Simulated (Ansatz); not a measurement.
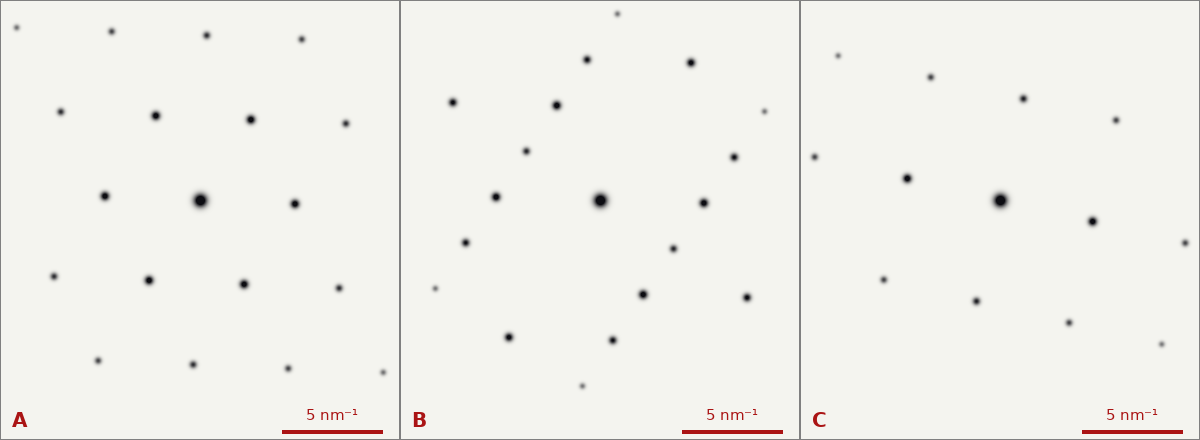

Simulated selected-area electron diffraction patterns (120 kV, kinematic approximation, thin crystal, B = 0.5 Å² for all atoms).

All three come from Cr, space group P6/mmm (No. 191), a = 4.21 Å, c = 2.27 Å (hexagonal axes). Structure: coordinates from a relaxation with DFT, m-r2SCAN, plane waves (500 eV) with PAW, scalar-relativistic (Ansatz 0.2.0); the starting structure was generated, so it need not be a known form of this composition.

### Assign the zone axes [001], [100], [212] to A, B and C.

A is [001]: hexagonal net of 2 -1 0 at d = 2.10 Å and 1 1 0 at d = 2.10 Å, at 60.0°. B is [100]: rectangular net of 0 1 0 (itself too weak to see) at d = 3.64 Å and 0 0 1 at d = 2.27 Å, at 90.0°. C is [212]: rectangular net of -1 2 0 at d = 2.10 Å and -1 0 1 at d = 1.92 Å, at 90.0°.
